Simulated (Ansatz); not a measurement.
# How much does W in Ru(0001), 2x2 scatter?, part 2 of 3

Aim: the resistance that W in Ru(0001), 2x2 adds to the host.

Ansatz 0.2.0; Ansatz plane-wave DFT, PBE, PAW files; ballistic transport by layer matching (Landauer), zero bias; PAW set soft_1 (the session's first sound run).

So far, resistivity per at.% scaled from this dense plane, with the factor 3/4 for isotropic scattering (µΩ cm): step 3 (resistance at ideal sites) 2.01.

### Step 4. Relaxing the neighbours

The neighbours of the defect are let go while the lead's layers stay on their sites, since a lead must repeat to 0.01 Å.

This step: Ansatz plane-wave DFT, PBE, PAW files; relaxation with the lead's layers held; PAW set soft_1 (Ansatz 0.2.0).

File input.yaml:

```yaml
crystal:
  lattice:
    - [5.4116, 0.0, 0.0]
    - [-2.7058, 4.6865830751, 0.0]
    - [0.0, 0.0, 34.2552]
  atoms:
    - { symbol: Ru, position: [0.1666666667, 0.3333333333, 0.03125] }
    - { symbol: Ru, position: [0.1666666667, 0.8333333333, 0.03125] }
    - { symbol: Ru, position: [0.6666666667, 0.3333333333, 0.03125] }
    - { symbol: Ru, position: [0.6666666667, 0.8333333333, 0.03125] }
    - { symbol: Ru, position: [0.3333333333, 0.1666666667, 0.09375] }
    - { symbol: Ru, position: [0.3333333333, 0.6666666667, 0.09375] }
    - { symbol: Ru, position: [0.8333333333, 0.1666666667, 0.09375] }
    - { symbol: Ru, position: [0.8333333333, 0.6666666667, 0.09375] }
    - { symbol: Ru, position: [0.1666666667, 0.3333333333, 0.15625] }
    - { symbol: Ru, position: [0.1666666667, 0.8333333333, 0.15625] }
    - { symbol: Ru, position: [0.6666666667, 0.3333333333, 0.15625] }
    - { symbol: Ru, position: [0.6666666667, 0.8333333333, 0.15625] }
    - { symbol: Ru, position: [0.3333333333, 0.1666666667, 0.21875] }
    - { symbol: Ru, position: [0.3333333333, 0.6666666667, 0.21875] }
    - { symbol: Ru, position: [0.8333333333, 0.1666666667, 0.21875] }
    - { symbol: Ru, position: [0.8333333333, 0.6666666667, 0.21875] }
    - { symbol: Ru, position: [0.1666666667, 0.3333333333, 0.28125] }
    - { symbol: Ru, position: [0.1666666667, 0.8333333333, 0.28125] }
    - { symbol: Ru, position: [0.6666666667, 0.3333333333, 0.28125] }
    - { symbol: Ru, position: [0.6666666667, 0.8333333333, 0.28125] }
    - { symbol: Ru, position: [0.3333333333, 0.1666666667, 0.34375] }
    - { symbol: Ru, position: [0.3333333333, 0.6666666667, 0.34375] }
    - { symbol: Ru, position: [0.8333333333, 0.1666666667, 0.34375] }
    - { symbol: Ru, position: [0.8333333333, 0.6666666667, 0.34375] }
    - { symbol: Ru, position: [0.1666666667, 0.3333333333, 0.40625] }
    - { symbol: Ru, position: [0.1666666667, 0.8333333333, 0.40625] }
    - { symbol: Ru, position: [0.6666666667, 0.3333333333, 0.40625] }
    - { symbol: Ru, position: [0.6666666667, 0.8333333333, 0.40625] }
    - { symbol: Ru, position: [0.3333333333, 0.1666666667, 0.46875] }
    - { symbol: Ru, position: [0.3333333333, 0.6666666667, 0.46875] }
    - { symbol: Ru, position: [0.8333333333, 0.1666666667, 0.46875] }
    - { symbol: Ru, position: [0.8333333333, 0.6666666667, 0.46875] }
    - { symbol: W, position: [0.1666666667, 0.3333333333, 0.53125] }
    - { symbol: Ru, position: [0.1666666667, 0.8333333333, 0.53125] }
    - { symbol: Ru, position: [0.6666666667, 0.3333333333, 0.53125] }
    - { symbol: Ru, position: [0.6666666667, 0.8333333333, 0.53125] }
    - { symbol: Ru, position: [0.3333333333, 0.1666666667, 0.59375] }
    - { symbol: Ru, position: [0.3333333333, 0.6666666667, 0.59375] }
    - { symbol: Ru, position: [0.8333333333, 0.1666666667, 0.59375] }
    - { symbol: Ru, position: [0.8333333333, 0.6666666667, 0.59375] }
    - { symbol: Ru, position: [0.1666666667, 0.3333333333, 0.65625] }
    - { symbol: Ru, position: [0.1666666667, 0.8333333333, 0.65625] }
    - { symbol: Ru, position: [0.6666666667, 0.3333333333, 0.65625] }
    - { symbol: Ru, position: [0.6666666667, 0.8333333333, 0.65625] }
    - { symbol: Ru, position: [0.3333333333, 0.1666666667, 0.71875] }
    - { symbol: Ru, position: [0.3333333333, 0.6666666667, 0.71875] }
    - { symbol: Ru, position: [0.8333333333, 0.1666666667, 0.71875] }
    - { symbol: Ru, position: [0.8333333333, 0.6666666667, 0.71875] }
    - { symbol: Ru, position: [0.1666666667, 0.3333333333, 0.78125] }
    - { symbol: Ru, position: [0.1666666667, 0.8333333333, 0.78125] }
    - { symbol: Ru, position: [0.6666666667, 0.3333333333, 0.78125] }
    - { symbol: Ru, position: [0.6666666667, 0.8333333333, 0.78125] }
    - { symbol: Ru, position: [0.3333333333, 0.1666666667, 0.84375] }
    - { symbol: Ru, position: [0.3333333333, 0.6666666667, 0.84375] }
    - { symbol: Ru, position: [0.8333333333, 0.1666666667, 0.84375] }
    - { symbol: Ru, position: [0.8333333333, 0.6666666667, 0.84375] }
    - { symbol: Ru, position: [0.1666666667, 0.3333333333, 0.90625] }
    - { symbol: Ru, position: [0.1666666667, 0.8333333333, 0.90625] }
    - { symbol: Ru, position: [0.6666666667, 0.3333333333, 0.90625] }
    - { symbol: Ru, position: [0.6666666667, 0.8333333333, 0.90625] }
    - { symbol: Ru, position: [0.3333333333, 0.1666666667, 0.96875] }
    - { symbol: Ru, position: [0.3333333333, 0.6666666667, 0.96875] }
    - { symbol: Ru, position: [0.8333333333, 0.1666666667, 0.96875] }
    - { symbol: Ru, position: [0.8333333333, 0.6666666667, 0.96875] }
kpoints:
  mp_grid: { grid: [5, 5, 1] }
hamiltonian:
  xc: pbe
  pseudopotentials: { kind: paw, azcp: { folder: soft_1 } }
scf:
  occupations: { method: fermi_dirac, width: 0.1 }
relax:
  f_tol: 0.03
  max_steps: 40
  constraints:
    - { sites: [0, 1, 2, 3, 4, 5, 6, 7, 8, 9, 10, 11, 12, 13, 14, 15, 16, 17, 18, 19, 44, 45, 46, 47, 48, 49, 50, 51, 52, 53, 54, 55, 56, 57, 58, 59, 60, 61, 62, 63] }
```

Started as:

```console
$ ansatz run input.yaml --threads 4 --pin off --max-ram 15360MiB --backend cpu --events-out ev --progress --plain --runs-dir out
```

Numbers of over 12 decimals in the logs are rounded to 6 here.

The program printed:

```text
Warning: crystal.symmetry: narrowed to the stabiliser of the relax constraints — unitary ops 12 → 6; lowered at sites 20, 21, 22, 23, 44, 45, 46, 47 (the operations that carried what is held of a site onto what its image site leaves free; the constrained walk keeps no symmetry that its constraints do not admit)
[...]
Crystal: 64 atoms, lattice volume = 868.777 Å³
Basis set: ecut = 420 eV, 16909 PW (Γ), exchange–correlation on 80×80×480 points (8 copies of the dense FFT grid, shifted against one another)
Bands: 614, of which v1, the nominal top of the filled ones, is band 511 counted from 1 (510 counted from 0)
Symmetry: 6 space group operations
k-points: 5 of 25 (time reversal used)
[...]
SCF iter   1: F=—  HF=-380805.141425 eV  |F-HF|=—  |Δ(HF+E_count)|=         —  Δρ=1.41e-1  dr2=6.30e3  ethr=3.10e-3  ⟨swp⟩=5.0  Hψ=9705  notcnv=0
[...]
SCF iter   9: F=-380746.720199 eV  HF=-380746.720202 eV  |F-HF|=2.40e-6  |Δ(HF+E_count)|=   1.64e-7  Δρ=5.08e-6  dr2=2.51e-6  ethr=2.20e-9  ⟨swp⟩=3.0  Hψ=6890  notcnv=0
SCF 1 converged in 9 iterations: F = -380746.720199 eV  dr2 = 2.51e-6
[...]
relax step   1: F+E_penalty+E_count = -380746.72019933 eV  Δ(F+E_penalty+E_count) = +0.000e0 eV  max|allowed force component| = 3.091e-1 eV/Å  Δτ_max = 0.0000 Å  (9 SCF iters, dr2 threshold 2.25e-5 eV, accepted)
[...]
iter 1 solved again at ethr=1.18e-4 eV; its pass at ethr=3.10e-3 eV (dr2=1.21e0 eV) is discarded
[...]
SCF iter   6: F=-380746.747816 eV  HF=-380746.747816 eV  |F-HF|=3.01e-7  |Δ(HF+E_count)|=   1.81e-6  Δρ=5.59e-6  dr2=4.43e-7  ethr=5.84e-10  ⟨swp⟩=2.0  Hψ=8485  notcnv=0
SCF 2 converged in 6 iterations: F = -380746.747816 eV  dr2 = 4.43e-7
[...]
relax step   2: F+E_penalty+E_count = -380746.74781579 eV  Δ(F+E_penalty+E_count) = -2.762e-2 eV  max|allowed force component| = 1.267e-1 eV/Å  Δτ_max = 0.0425 Å  (6 SCF iters, dr2 threshold 5.97e-6 eV, accepted)
SCF iter   1: F=—  HF=-380746.761448 eV  |F-HF|=—  |Δ(HF+E_count)|=         —  Δρ=1.42e-3  dr2=1.35e-1  ethr=1.63e-4  ⟨swp⟩=2.4  Hψ=5312  notcnv=0  defer=52
[...]
SCF iter   6: F=-380746.759330 eV  HF=-380746.759330 eV  |F-HF|=2.64e-7  |Δ(HF+E_count)|=   3.36e-7  Δρ=2.43e-6  dr2=2.87e-7  ethr=9.82e-11  ⟨swp⟩=2.8  Hψ=8687  notcnv=0
SCF 3 converged in 6 iterations: F = -380746.759330 eV  dr2 = 2.87e-7
relax step   3: F+E_penalty+E_count = -380746.75932951 eV  Δ(F+E_penalty+E_count) = -1.151e-2 eV  max|allowed force component| = 2.524e-2 eV/Å  Δτ_max = 0.0169 Å  (6 SCF iters, dr2 threshold 1.00e-6 eV, accepted)
[...]
SCF iter   7: F=-380746.759330 eV  HF=-380746.759330 eV  |F-HF|=0.00e0  |Δ(HF+E_count)|=  1.16e-10  Δρ=3.46e-9  dr2=6.24e-13  ethr=1.00e-12  ⟨swp⟩=1.0  Hψ=6108  notcnv=0
SCF 4 converged in 7 iterations: F = -380746.759330 eV  dr2 = 6.24e-13
relax step   4: F+E_penalty+E_count = -380746.75932977 eV  Δ(F+E_penalty+E_count) = -2.619e-7 eV  max|allowed force component| = 2.515e-2 eV/Å  Δτ_max = 0.0000 Å  (7 SCF iters, accepted)
SCF converged after 7 iterations
Free energy (F): -380746.759330 eV
[...]
Internal energy: -380744.750458 eV  (E = F + TS)
E sigma→0 (E₀):  -380745.754894 eV
Entropy (-TS):   -2.008872 eV (-31.389 meV/atom)
Fermi energy:    23.409190 eV
[...]
--- Forces (eV/Å), atoms counted from 1 ---
  atom   1  Ru    -0.00000000     0.00000000     0.00120168
  atom   2  Ru    -0.00210579    -0.00121578     0.00091614
  atom   3  Ru     0.00000000     0.00243156     0.00091614
  atom   4  Ru     0.00210579    -0.00121578     0.00091614
  atom   5  Ru    -0.00262784     0.00151719     0.00593397
  atom   6  Ru     0.00000000    -0.00303437     0.00593397
  atom   7  Ru     0.00262784     0.00151719     0.00593397
  atom   8  Ru     0.00000000    -0.00000000     0.00809959
  atom   9  Ru     0.00000000     0.00000000     0.00357976
  atom  10  Ru    -0.00478079    -0.00276019    -0.01246319
  atom  11  Ru     0.00000000     0.00552038    -0.01246319
  atom  12  Ru     0.00478079    -0.00276019    -0.01246319
  atom  13  Ru    -0.00158873     0.00091726    -0.02364454
  atom  14  Ru    -0.00000000    -0.00183451    -0.02364454
  atom  15  Ru     0.00158873     0.00091726    -0.02364454
  atom  16  Ru     0.00000000    -0.00000000    -0.01470183
  atom  17  Ru     0.00000000     0.00000000    -0.02090822
  atom  18  Ru    -0.01473721    -0.00850853    -0.08920375
  atom  19  Ru    -0.00000000     0.01701707    -0.08920375
  atom  20  Ru     0.01473721    -0.00850853    -0.08920375
  atom  21  Ru    -0.00354048     0.00204410    -0.00534081
  atom  22  Ru     0.00000000    -0.00408820    -0.00534081
  atom  23  Ru     0.00354048     0.00204410    -0.00534081
  atom  24  Ru     0.00000000    -0.00000000     0.00293505
  atom  25  Ru     0.00000000     0.00000000     0.02514988
  atom  26  Ru    -0.02109922    -0.01218164     0.00463635
  atom  27  Ru     0.00000000     0.02436328     0.00463635
  atom  28  Ru     0.02109922    -0.01218164     0.00463635
  atom  29  Ru     0.00959386    -0.00553902     0.00149812
  atom  30  Ru     0.00000000     0.01107804     0.00149812
  atom  31  Ru    -0.00959386    -0.00553902     0.00149812
  atom  32  Ru    -0.00000000    -0.00000000     0.01416141
  atom  33  W     -0.00000000     0.00000000     0.00072646
  atom  34  Ru    -0.00789398    -0.00455759    -0.00016525
  atom  35  Ru     0.00000000     0.00911519    -0.00016525
  atom  36  Ru     0.00789398    -0.00455759    -0.00016525
  atom  37  Ru     0.00999661    -0.00577154    -0.00381822
  atom  38  Ru    -0.00000000     0.01154309    -0.00381822
  atom  39  Ru    -0.00999661    -0.00577154    -0.00381822
  atom  40  Ru     0.00000000    -0.00000000    -0.01464722
[...]
atom  53  Ru    -0.00073251     0.00042291     0.00841627
  atom  54  Ru     0.00000000    -0.00084583     0.00841627
  atom  55  Ru     0.00073251     0.00042291     0.00841627
  atom  56  Ru     0.00000000    -0.00000000     0.00025499
  atom  57  Ru     0.00000000     0.00000000    -0.00700772
  atom  58  Ru    -0.00495798    -0.00286249     0.00846543
  atom  59  Ru     0.00000000     0.00572498     0.00846543
  atom  60  Ru     0.00495798    -0.00286249     0.00846543
  atom  61  Ru    -0.00238285     0.00137574    -0.00533010
  atom  62  Ru    -0.00000000    -0.00275147    -0.00533010
  atom  63  Ru     0.00238285     0.00137574    -0.00533010
  atom  64  Ru     0.00000000    -0.00000000    -0.00701008
  max |Σ_I F_I| component: 1.85e-6 eV/Å
--- Relaxed structure (4 steps of the walk, 4 accepted, 0 SCFs on fresh bases) ---
  F+E_penalty+E_count = -380746.75932977 eV   max|allowed force component| = 2.515e-2 eV/Å
  atoms:
    - { symbol: Ru, position: [0.166667, 0.333333, 0.03125] }
    - { symbol: Ru, position: [0.166667, 0.833333, 0.03125] }
    - { symbol: Ru, position: [0.666667, 0.333333, 0.03125] }
    - { symbol: Ru, position: [0.666667, 0.833333, 0.03125] }
    - { symbol: Ru, position: [0.333333, 0.166667, 0.093750] }
    - { symbol: Ru, position: [0.333333, 0.666667, 0.093750] }
    - { symbol: Ru, position: [0.833333, 0.166667, 0.093750] }
    - { symbol: Ru, position: [0.833333, 0.666667, 0.093750] }
    - { symbol: Ru, position: [0.166667, 0.333333, 0.15625] }
    - { symbol: Ru, position: [0.166667, 0.833333, 0.15625] }
    - { symbol: Ru, position: [0.666667, 0.333333, 0.15625] }
    - { symbol: Ru, position: [0.666667, 0.833333, 0.15625] }
    - { symbol: Ru, position: [0.333333, 0.166667, 0.218750] }
    - { symbol: Ru, position: [0.333333, 0.666667, 0.218750] }
    - { symbol: Ru, position: [0.833333, 0.166667, 0.218750] }
    - { symbol: Ru, position: [0.833333, 0.666667, 0.218750] }
    - { symbol: Ru, position: [0.166667, 0.333333, 0.28125] }
    - { symbol: Ru, position: [0.166667, 0.833333, 0.28125] }
    - { symbol: Ru, position: [0.666667, 0.333333, 0.28125] }
    - { symbol: Ru, position: [0.666667, 0.833333, 0.28125] }
    - { symbol: Ru, position: [0.333101, 0.166899, 0.343456] }
    - { symbol: Ru, position: [0.333101, 0.666202, 0.343456] }
    - { symbol: Ru, position: [0.833798, 0.166899, 0.343456] }
    - { symbol: Ru, position: [0.833333, 0.666667, 0.343469] }
    - { symbol: Ru, position: [0.166667, 0.333333, 0.406154] }
    - { symbol: Ru, position: [0.165048, 0.832524, 0.405532] }
    - { symbol: Ru, position: [0.667476, 0.334952, 0.405532] }
    - { symbol: Ru, position: [0.667476, 0.832524, 0.405532] }
    - { symbol: Ru, position: [0.334306, 0.165694, 0.468035] }
    - { symbol: Ru, position: [0.334306, 0.668612, 0.468035] }
    - { symbol: Ru, position: [0.831388, 0.165694, 0.468035] }
    - { symbol: Ru, position: [0.833333, 0.666667, 0.468363] }
    - { symbol: W, position: [0.166667, 0.333333, 0.531126] }
    - { symbol: Ru, position: [0.163809, 0.831905, 0.531130] }
    - { symbol: Ru, position: [0.668095, 0.336191, 0.531130] }
    - { symbol: Ru, position: [0.668095, 0.831905, 0.531130] }
    - { symbol: Ru, position: [0.334298, 0.165702, 0.594236] }
    - { symbol: Ru, position: [0.334298, 0.668596, 0.594236] }
    - { symbol: Ru, position: [0.831404, 0.165702, 0.594236] }
    - { symbol: Ru, position: [0.833333, 0.666667, 0.593905] }
    - { symbol: Ru, position: [0.166667, 0.333333, 0.656139] }
[...]
- { symbol: Ru, position: [0.333333, 0.166667, 0.84375] }
    - { symbol: Ru, position: [0.333333, 0.666667, 0.84375] }
    - { symbol: Ru, position: [0.833333, 0.166667, 0.84375] }
    - { symbol: Ru, position: [0.833333, 0.666667, 0.84375] }
    - { symbol: Ru, position: [0.166667, 0.333333, 0.906250] }
    - { symbol: Ru, position: [0.166667, 0.833333, 0.906250] }
    - { symbol: Ru, position: [0.666667, 0.333333, 0.906250] }
    - { symbol: Ru, position: [0.666667, 0.833333, 0.906250] }
    - { symbol: Ru, position: [0.333333, 0.166667, 0.96875] }
    - { symbol: Ru, position: [0.333333, 0.666667, 0.96875] }
    - { symbol: Ru, position: [0.833333, 0.166667, 0.96875] }
    - { symbol: Ru, position: [0.833333, 0.666667, 0.96875] }
```

Run time: 7.1 min. Hardware: 4 threads of Intel Xeon Platinum 8259CL at 2.50GHz (Skylake/Cascade Lake), shared host; peak memory 8.3 GiB.

The steps of the relaxation:

```
step  energy less that of the first step (eV)  largest force component (eV/Å)
   1                                   0.0000                          0.3091
   2                                  -0.0276                          0.1267
   3                                  -0.0391                          0.0252
   4                                  -0.0391                          0.0251
```

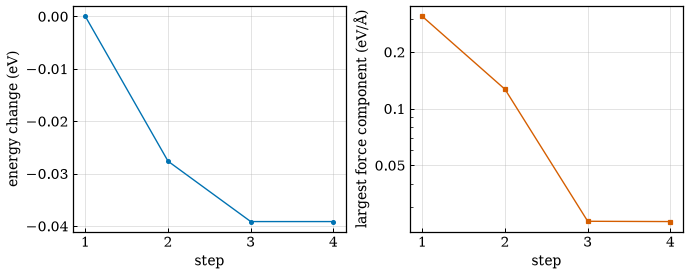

Energy and largest force along the relaxation.

The atoms that moved most (Å):

```
atom      dx      dy      dz  length
Ru30   0.000   0.009  -0.025   0.026
Ru29   0.008  -0.005  -0.025   0.026
Ru31  -0.008  -0.005  -0.025   0.026
Ru27   0.000   0.008  -0.025   0.026
Ru26  -0.007  -0.004  -0.025   0.026
Ru28   0.007  -0.004  -0.025   0.026
Ru39  -0.008  -0.005   0.017   0.019
Ru38   0.000   0.009   0.017   0.019
```

Numbers from this step:

| Quantity | Value |
| --- | --- |
| free energy | -380746.7593 eV |
| energy at zero smearing | -380745.7549 eV |

The largest force component on a free atom ends at 0.025 eV/Å, under the tolerance of 0.03, after 4 steps.

(Continued in part 3 of 3.)

[Logs are printed without paths, hosts, clocks, repeated set-up lines and the standing remarks that a program may print on its own settings, such as how far it seeks lower states.]

[Hosts, paths, dates, database ids (printed as entryN), source tags and the programs' standing remarks are cut or masked in the printed files.]
